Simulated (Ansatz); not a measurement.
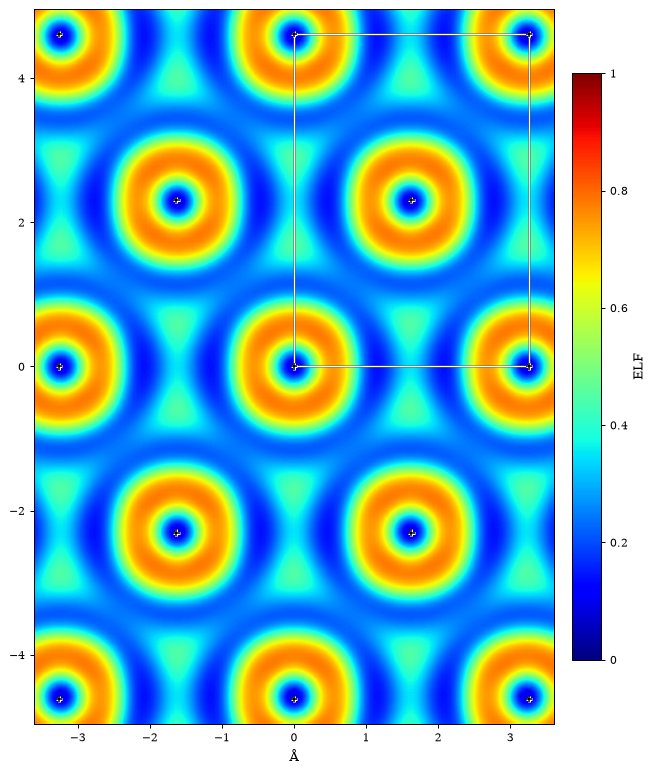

The ELF on a plane through atoms (crosses mark nuclei in the plane).

All numbers below come from Kohn-Sham DFT of a periodic cell, PBE, Ansatz PAW (Ansatz).

Candidates:
A. CdSe, a = 6.06 Å, b = 6.06 Å, c = 6.06 Å, α = 90.00°, β = 90.00°, γ = 90.00°. Space group F-43m; a structure from a database of computed crystals, not necessarily the ambient phase; computed pressure about 4 GPa in this cell.
B. Co, a = 2.47 Å, b = 2.47 Å, c = 4.02 Å, α = 90.00°, β = 90.00°, γ = 120.00°. Space group P6₃/mmc; a structure from a database of computed crystals, not necessarily the ambient phase; computed pressure about 5 GPa in this cell; spin-polarised.
C. Nb, a = 3.26 Å, b = 3.26 Å, c = 3.26 Å, α = 90.00°, β = 90.00°, γ = 90.00°. Space group Im-3m; computed pressure about 9 GPa in this cell.

Q: Which candidate gave the map?

A: Candidate C: Nb on the (101) plane of the conventional cell, which holds Nb. Nb–Nb (2.82 Å): the ELF is about 0.25 at the midpoint: no localised pair shows between them.
